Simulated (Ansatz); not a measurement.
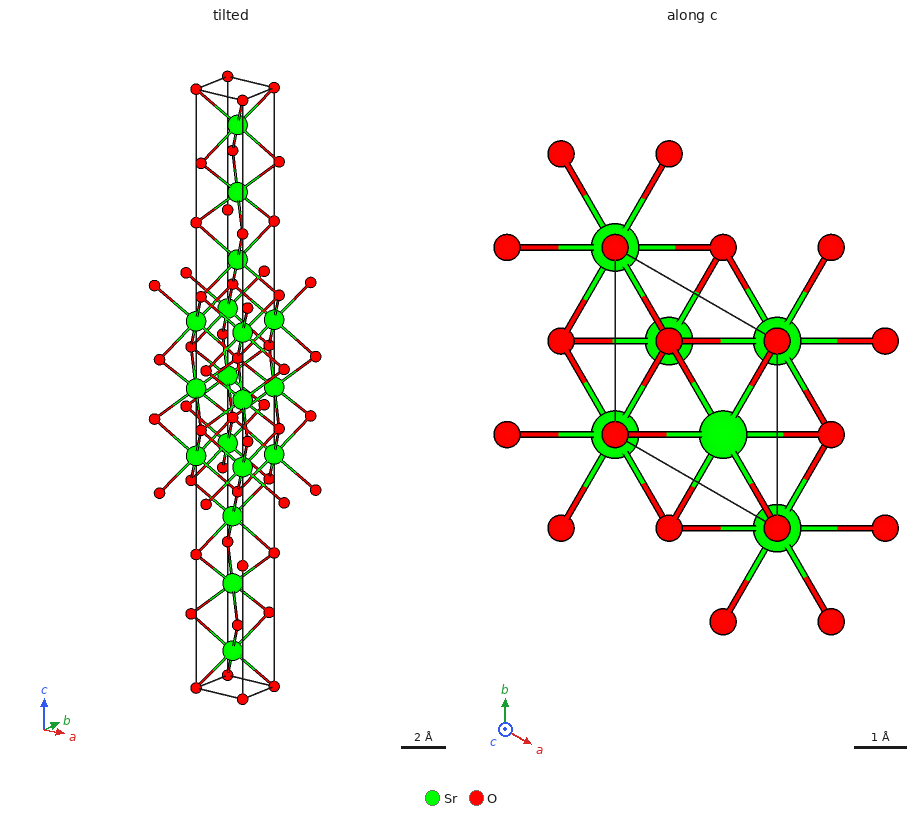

Ball-and-stick representation of a periodic structure, projected slightly off an axis and along the c axis. The box is the conventional unit cell; atoms on or close to its faces, edges and corners are drawn wherever they repeat. Some neighbours outside the box are added.

SrO, space group R-3m (No. 166), a = 3.614 Å, b = 3.614 Å, c = 27.984 Å, α = 90.00°, β = 90.00°, γ = 120.00°. Its origin is a structure type filled with these elements by a generator (whether the compound takes this form wasn't checked). Earlier steps of the study may have refined or changed the cell and positions. Ansatz was used for an electronic-structure calculation on it.

This one geometry was computed with Ansatz (DFT, plane waves, PAW) at three levels of theory: r2SCAN, PBEsol and PBE.

Which level gives the highest pressure at this volume, and what does that say about its equilibrium volume?

Answer. Highest: PBE (0.0 GPa), which points to the largest equilibrium volume. Lowest, with the smallest volume: PBEsol (-3.6 GPa). Levels within 0.5 GPa of each other can't be told apart.

How does the band gap change with the level of theory?

Answer. PBEsol: a gap of 3.40 eV, indirect; PBE: a gap of 3.50 eV, indirect; r2SCAN: a gap of 3.99 eV, indirect.

Collect the results in a table.

Answer.
| level | cutoff (eV) | k-mesh of the run's cell | gap (eV) | pressure (GPa) |
| --- | --- | --- | --- | --- |
| r2SCAN | 500 | 6×6×6 | 3.99 | -1.9 |
| PBEsol | 420 | 6×6×6 | 3.40 | -3.6 |
| PBE | 420 | 6×6×6 | 3.50 | 0.0 |

Gaps are taken on the k-mesh or band path of each run.
